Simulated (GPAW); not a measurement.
# Dielectric function and optical constants of LiCl

Wanted: where LiCl starts to absorb, how strongly, and its refractive index. The cell comes from an older database entry, whose edges can differ from later determinations, mostly by under a per cent.

Program: GPAW 26.7.0. Level of theory: DFT, PBE, plane-wave PAW (GPAW data sets), scalar-relativistic, RPA, optical limit. Results are calculated unless marked as measured.

The database entry behind the starting cell differs from later determinations by our own check (0.1 to 0.3 % short, probably kX units), so it need not match the best structure at ambient conditions.

**1. The starting structure**

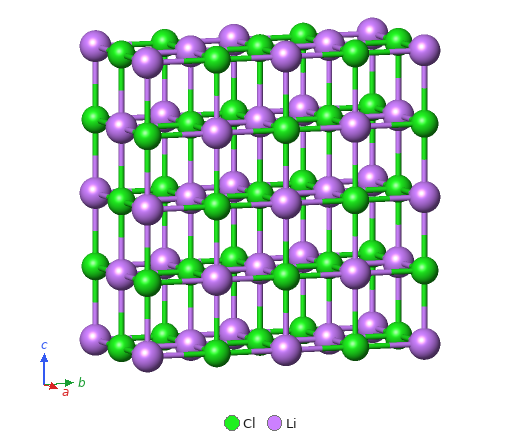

The starting structure, seen slightly off an axis (chlorine green, lithium purple). 1×2×2 cells are drawn. This picture shows the conventional cell, with its axes. Some periodic images of atoms are drawn too.

Structure file:

```xyz
2
Lattice="0.0000 2.5648 2.5648 2.5648 0.0000 2.5648 2.5648 2.5648 0.0000" Properties=species:S:1:pos:R:3 pbc="T T T"
Cl    2.5648    2.5648    2.5648
Li    0.0000    0.0000    0.0000
```

**2. Dielectric function, RPA**

Local fields let the induced charge screen the field inside the cell, which as a rule lowers ε, most along directions where the density is uneven.

Input file df.py:

```python
from gpaw.response.df import DielectricFunction

df = DielectricFunction('full.gpw', frequencies={'type': 'nonlinear', 'domega0': 0.03, 'omega2': 8},
                        ecut=50,
                        eta=0.15,
                        nbands=22,
                        txt='df.txt')
for direction in ['x']:
    df.get_dielectric_function(xc='RPA', direction=direction, filename=f'df_{direction}.csv')
```

On the command line:

```sh
$ OMP_NUM_THREADS=1 python df.py
```

Numbers of over 12 decimals in the logs are rounded to 6 here.

Log:

```text
Using integrator: PointIntegrator
NonLinearFrequencyDescriptor(from 0.000 to 50.231 eV, 466 points)
Nonperiodic BCs:  [False False False]
Using integrator: PointIntegrator
NonLinearFrequencyDescriptor(from 0.000 to 50.231 eV, 466 points)
Nonperiodic BCs:  [False False False]

Calculating chi0 body with:
    Ground state adapter containing:
    Number of spins: 1
    Number of kpoints: 1728
    Number of irreducible kpoints: 72
    Number of completely occupied states: 4
    Number of partially occupied states: 4

    Linear response parametrization:
    q_c: [0.0, 0.0, 0.0]
    Number of frequency points: 466
    Planewave cutoff: 50.0
    Number of bands: 22
    Number of planewaves: 27
    Broadening (eta): 0.15

Integrating chi0 body.

Symmetries of q_c:
    Direct symmetries (Uq -> q): 48
    Indirect symmetries (TUq -> q): 0
In total 48 allowed symmetries.

72 groups of equivalent kpoints. 95.833333% reduction.

Integral kind: spectral function

Calculating chi0 optical extensions with:
    Ground state adapter containing:
    Number of spins: 1
    Number of kpoints: 1728
    Number of irreducible kpoints: 72
    Number of completely occupied states: 4
    Number of partially occupied states: 4

    Linear response parametrization:
    Number of frequency points: 466
    Planewave cutoff: 50.0
    Number of bands: 22
    Number of planewaves: 27
    Broadening (eta): 0.15
Integrating chi0 head and wings.

Symmetries of q_c:
    Direct symmetries (Uq -> q): 48
    Indirect symmetries (TUq -> q): 0
In total 48 allowed symmetries.

72 groups of equivalent kpoints. 95.833333% reduction.

Integral kind: spectral function wings
```

Run time: 3.5 s. Hardware: 1 thread of Intel Xeon 6975P-C (Granite Rapids), shared host; peak memory 0.19 GiB.

Read-outs, printed or worked out from the files:

```
electronic dielectric constant ε∞, mean over x, y and z (by symmetry where fewer were run) : 2.730
main peak of Im epsilon, first axis                                                        : 8.692 eV
```

Some rows of df_x.csv (energy; Re and Im without local fields; Re and Im with them):

```text
0.000000, 3.222390, 0.000000, 2.730087, 0.000000
0.429336, 3.226757, 0.003062, 2.733322, 0.002268
0.878195, 3.240798, 0.006357, 2.743725, 0.004711
1.347938, 3.266340, 0.010022, 2.762658, 0.007432
1.840057, 3.305978, 0.014255, 2.792065, 0.010582
2.356191, 3.363490, 0.019357, 2.834791, 0.014394
2.898142, 3.444560, 0.025821, 2.895148, 0.019251
3.467895, 3.558165, 0.034512, 2.980009, 0.025837
4.067647, 3.719457, 0.047123, 3.101133, 0.035514
4.699832, 3.956669, 0.067481, 3.280856, 0.051442
5.367152, 4.331601, 0.106729, 3.569513, 0.083150
6.072622, 5.032504, 0.226930, 4.128132, 0.187355
6.819608, 6.356993, 1.135637, 5.150178, 1.014727
7.611886, 5.568337, 3.951774, 4.265461, 3.460770
8.453705, 5.733039, 4.350857, 3.775210, 3.335249
9.349861, 2.501638, 4.539241, 1.167832, 3.130238
10.305790, 1.027985, 6.320998, 1.448687, 2.920694
11.327680, -0.675933, 4.513790, 1.000849, 2.596680
12.422601, -2.057188, 2.988316, 0.516991, 3.138387
13.598673, -1.350617, 1.270969, -0.806320, 2.141015
```

The Im ε, E ∥ x has structure finer than the step of the table below, so its rows give means over 1 eV, whole bins alone (the curve runs from 0 to 14.0 eV). Peaks (eV: height): 8.0: 3.80, 8.7: 4.19, 11.0: 3.31, 11.9: 3.23.

Values under the direct gap are tails of Lorentzian lines. Im ε, E ∥ x against photon energy; means over each step:

| photon energy (eV) | Im ε, E ∥ x |
| --- | --- |
| 1 | 0.00543 |
| 2 | 0.0118 |
| 3 | 0.0205 |
| 4 | 0.0348 |
| 5 | 0.0650 |
| 6 | 0.210 |
| 7 | 1.73 |
| 8 | 3.33 |
| 9 | 3.73 |
| 10 | 3.01 |
| 11 | 2.91 |
| 12 | 2.99 |
| 13 | 2.78 |

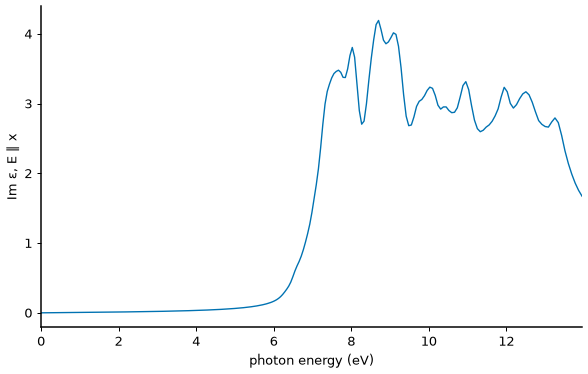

Im ε, E ∥ x, plotted against photon energy.

Table of Re ε, E ∥ x by photon energy:

| photon energy (eV) | Re ε, E ∥ x |
| --- | --- |
| 0 | 2.73 |
| 1 | 2.75 |
| 2 | 2.80 |
| 3 | 2.91 |
| 4 | 3.09 |
| 5 | 3.39 |
| 6 | 4.05 |
| 7 | 5.43 |
| 8 | 3.50 |
| 9 | 2.27 |
| 10 | 1.71 |
| 11 | 0.986 |
| 12 | 0.765 |
| 13 | -0.0851 |

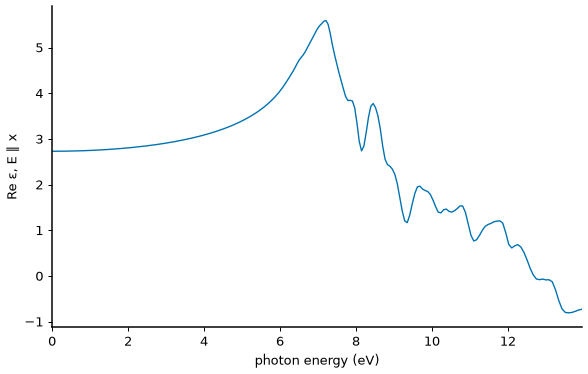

Re ε, E ∥ x, plotted against photon energy.

The Im ε, E ∥ x has structure finer than the step of the table below, so its rows give means over 1 eV, whole bins alone (the curve runs from 0 to 14.0 eV). Peaks (eV: height): without local fields 8.0: 4.59, 9.1: 6.10, 10.0: 7.17; with local fields 8.0: 3.80, 8.7: 4.19, 11.0: 3.31, 11.9: 3.23.

Values under the direct gap are tails of Lorentzian lines. Im ε, E ∥ x against photon energy; means over each step:

| photon energy (eV) | without local fields | with local fields |
| --- | --- | --- |
| 1 | 0.00733 | 0.00543 |
| 2 | 0.0159 | 0.0118 |
| 3 | 0.0275 | 0.0205 |
| 4 | 0.0461 | 0.0348 |
| 5 | 0.0843 | 0.0650 |
| 6 | 0.250 | 0.210 |
| 7 | 1.99 | 1.73 |
| 8 | 4.00 | 3.33 |
| 9 | 5.41 | 3.73 |
| 10 | 6.39 | 3.01 |
| 11 | 5.39 | 2.91 |
| 12 | 3.91 | 2.99 |
| 13 | 2.04 | 2.78 |

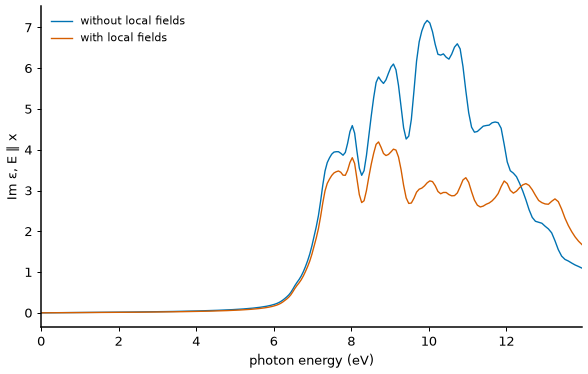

Im ε, E ∥ x against photon energy.

Values under the direct gap are tails of Lorentzian lines. The loss function −Im 1/ε at q → 0, E ∥ x by energy loss; read off at these points:

| energy loss (eV) | loss function −Im 1/ε at q → 0, E ∥ x |
| --- | --- |
| 0.0 | 0 |
| 1.0 | 7.1e-4 |
| 2.0 | 0.00149 |
| 3.0 | 0.00240 |
| 4.0 | 0.00359 |
| 5.0 | 0.00545 |
| 6.0 | 0.0101 |
| 7.0 | 0.0470 |
| 8.0 | 0.143 |
| 8.1 | 0.169 |
| 9.0 | 0.191 |
| 9.4 | 0.288 |
| 10.0 | 0.242 |
| 11.0 | 0.282 |
| 11.3 | 0.337 |
| 12.0 | 0.296 |
| 13.0 | 0.374 |

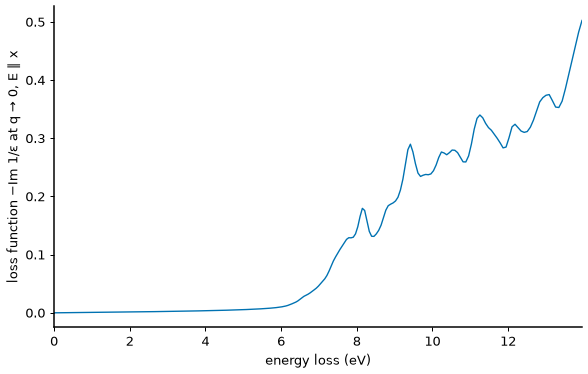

Loss function −Im 1/ε at q → 0, E ∥ x, plotted against energy loss.

The reflectivity at normal incidence, E ∥ x has structure finer than the step of the table below, so its rows give means over 1 eV, whole bins alone (the curve runs from 0 to 14.0 eV). Peaks (eV: height): 7.3: 19.5, 9.2: 21.1, 11.0: 19.7.

Table of reflectivity at normal incidence, E ∥ x by photon energy; means over each step:

| photon energy (eV) | reflectivity at normal incidence, E ∥ x (%) |
| --- | --- |
| 1 | 6.13 |
| 2 | 6.37 |
| 3 | 6.81 |
| 4 | 7.55 |
| 5 | 8.83 |
| 6 | 11.5 |
| 7 | 17.0 |
| 8 | 17.8 |
| 9 | 19.5 |
| 10 | 16.4 |
| 11 | 17.1 |
| 12 | 18.7 |
| 13 | 25.0 |

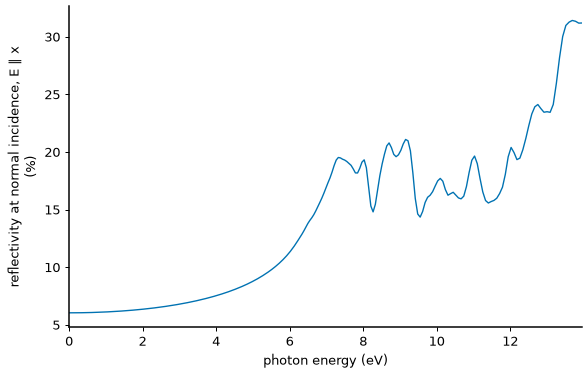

Reflectivity at normal incidence, E ∥ x against photon energy.

At chosen wavelengths:

| wavelength (nm) | n | k | R (%) | 1/α |
| --- | --- | --- | --- | --- |
| 1064 | 1.66 | 0.002 | 6.2 | 44 µm |
| 800 | 1.67 | 0.003 | 6.2 | 24 µm |
| 633 | 1.67 | 0.003 | 6.3 | 15 µm |
| 450 | 1.70 | 0.005 | 6.7 | 6.8 µm |
| 405 | 1.71 | 0.006 | 6.8 | 5.3 µm |
| 365 | 1.72 | 0.007 | 7.0 | 4.0 µm |
| 248 | 1.84 | 0.017 | 8.8 | 1.2 µm |

Below the direct gap, k and the depth come from the tails of the Lorentzian lines, not from transitions.

**3. Outcome**

| Item | Value |
| --- | --- |
| electronic dielectric constant ε∞, mean over x, y and z (by symmetry where fewer were run) (RPA) | 2.73 |
| main peak of Im epsilon, first axis | 8.69 eV |

**Reading.** At this level (PBE, RPA) LiCl has ε∞ = 2.73 and n = 1.66 at 1550 nm, and Im ε peaks at 8.7 eV. Local fields change the static value along x from 3.22 to 2.73 (-15 %). Distinct maxima of Im ε, read by a parabola through the highest points, lie at 8.02 eV (3.8), 8.69 eV (4.2), 10.04 eV (3.2) and 10.94 eV (3.3). Excitons and phonon-assisted transitions are missing; PBE gaps are as a rule too small, which pulls the onset down and ε∞ up. The sum runs over mesh points, so small or evenly spaced maxima can still be ripples of the mesh.

[Machine, clock and banner lines and Python warnings are left out of the logs.]

[Logs are printed without paths, hosts, clocks, repeated set-up lines and the standing remarks that a program may print on its own settings, such as how far it seeks lower states.]

[Hosts, paths, dates, database ids (printed as entryN), source tags and the programs' standing remarks are cut or masked in the printed files.]
